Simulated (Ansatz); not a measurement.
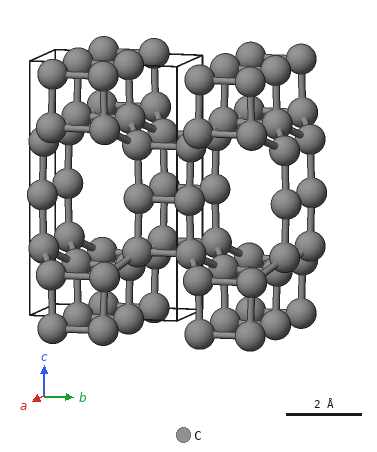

This is the input geometry for a relaxation of solid C (a generated structure, set up in Immm) (coarse preliminary run). The picture is a ball-and-stick view of the conventional cell (2 times the calculation's cell), repeated 2 × 2 × 1 with one cell outlined, seen slightly off an axis. Lengths and directions refer to the drawn axes.

Level of theory: Ansatz 0.2.0, DFT PBE, scalar-relativistic, plane waves, PAW.

Input file:
```yaml
crystal:
  lattice:
    - [-1.22032379, 2.06741568, 3.45996679]
    - [1.22032379, -2.06741568, 3.45996679]
    - [1.22032379, 2.06741568, -3.45996679]
  atoms:
    - { symbol: C, position: [0.32903363, 0.0, 0.32903363] }
    - { symbol: C, position: [0.67096637, 0.0, 0.67096637] }
    - { symbol: C, position: [0.89157211, 0.21019186, 0.68138025] }
    - { symbol: C, position: [0.47118839, 0.78980814, 0.68138025] }
    - { symbol: C, position: [0.52881161, 0.21019186, 0.31861975] }
    - { symbol: C, position: [0.10842789, 0.78980814, 0.31861975] }
basis:
  ecutwfc: 420
kpoints:
  mp_grid: { grid: [8, 8, 8] }
hamiltonian:
  xc: pbe
scf:
  occupations: { method: gaussian, width: 0.1 }
  lower_state_search: "off"
output:
  forces: true
  stress: true
  eigenvalues: true
relax:
  adjacent_minimum: "off"
  f_tol: 0.04
  max_steps: 70
  cell: { stress_tol: 0.4 }
```

Run as
```bash
ansatz run input.yaml --threads 1 --pin off --max-ram 2560MiB --backend cpu --events-out ev --progress --plain --runs-dir out
```

Question: Where does the relaxation end?

Answer: After 9 accepted moves (11 points after the start) the energy has fallen by 1.693 eV per cell of the calculation. Largest force component: 2.8 eV/Å at the start, 0.007 eV/Å at the end. The pressure goes from 67.19 to 0.01 GPa. The SCF was repeated twice at an unchanged geometry on a basis and grid sized afresh for the cell, which shifted the energy by 91.5 meV per cell of the calculation at most. The largest moves relative to the cell, 0.11 Å, are those of C1 and C2. C2 goes along −b. The volume changes by +22.3 %, with a 2.441 → 2.599 Å (+6.5 %), b 4.135 → 4.505 Å (+9.0 %), c 6.920 → 7.291 Å (+5.4 %). Among the contacts that change: C3–C5 1.500 → 1.645 Å, C3–C6 1.454 → 1.554 Å, C1–C2 1.414 → 1.318 Å, C1–C5 1.455 → 1.534 Å. Among the angles between lasting bonds that change: C5–C1–C6 176.6° → 167.8°, C2–C1–C5 91.7° → 96.1°, C2–C4–C6 88.3° → 83.9°. The space group stays Immm (No. 71).

History of the run:

```json
{"step": "0", "E − E(0), meV/atom": "0.00", "largest force component, eV/Å": "2.8464", "pressure, GPa": "67.19", "volume, Å³/atom": "5.819", "note": ""}
{"step": "1", "E − E(0), meV/atom": "-202.67", "largest force component, eV/Å": "2.1528", "pressure, GPa": "24.05", "volume, Å³/atom": "6.429", "note": ""}
{"step": "2", "E − E(0), meV/atom": "-263.45", "largest force component, eV/Å": "0.4777", "pressure, GPa": "2.65", "volume, Å³/atom": "6.948", "note": ""}
{"step": "3", "E − E(0), meV/atom": "-265.43", "largest force component, eV/Å": "0.2271", "pressure, GPa": "-0.50", "volume, Å³/atom": "7.047", "note": ""}
{"step": "4", "E − E(0), meV/atom": "-265.98", "largest force component, eV/Å": "0.0839", "pressure, GPa": "-0.52", "volume, Å³/atom": "7.045", "note": ""}
{"step": "5", "E − E(0), meV/atom": "-266.10", "largest force component, eV/Å": "0.0377", "pressure, GPa": "0.24", "volume, Å³/atom": "7.033", "note": ""}
{"step": "6", "E − E(0), meV/atom": "-266.12", "largest force component, eV/Å": "0.0140", "pressure, GPa": "0.02", "volume, Å³/atom": "7.034", "note": ""}
{"step": "7", "E − E(0), meV/atom": "-281.37", "largest force component, eV/Å": "0.0412", "pressure, GPa": "2.60", "volume, Å³/atom": "7.034", "note": "same geometry, new basis"}
{"step": "8", "E − E(0), meV/atom": "-281.74", "largest force component, eV/Å": "0.0592", "pressure, GPa": "0.06", "volume, Å³/atom": "7.108", "note": ""}
{"step": "9", "E − E(0), meV/atom": "-281.72", "largest force component, eV/Å": "0.0501", "pressure, GPa": "0.05", "volume, Å³/atom": "7.116", "note": ""}
{"step": "10", "E − E(0), meV/atom": "-281.72", "largest force component, eV/Å": "0.0058", "pressure, GPa": "0.00", "volume, Å³/atom": "7.115", "note": ""}
{"step": "11", "E − E(0), meV/atom": "-282.13", "largest force component, eV/Å": "0.0070", "pressure, GPa": "0.01", "volume, Å³/atom": "7.115", "note": "same geometry, new basis"}
```

The structure at the end:

```
C
1.0
    -1.29960    2.25267    3.64565
     1.29960   -2.25267    3.64565
     1.29960    2.25267   -3.64565
C
6
Direct
  0.35378 0.00000 0.35378
  0.64622 0.00000 0.64622
  0.89165 0.20913 0.68252
  0.47340 0.79087 0.68252
  0.52660 0.20913 0.31748
  0.10835 0.79087 0.31748
```

After the run, drawn alike:

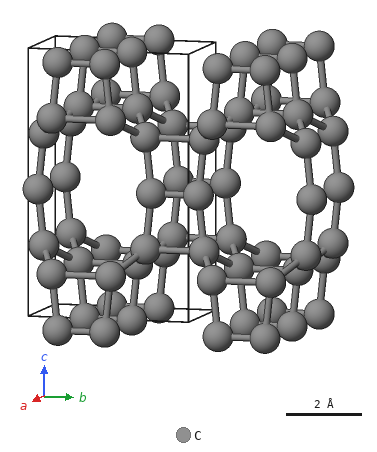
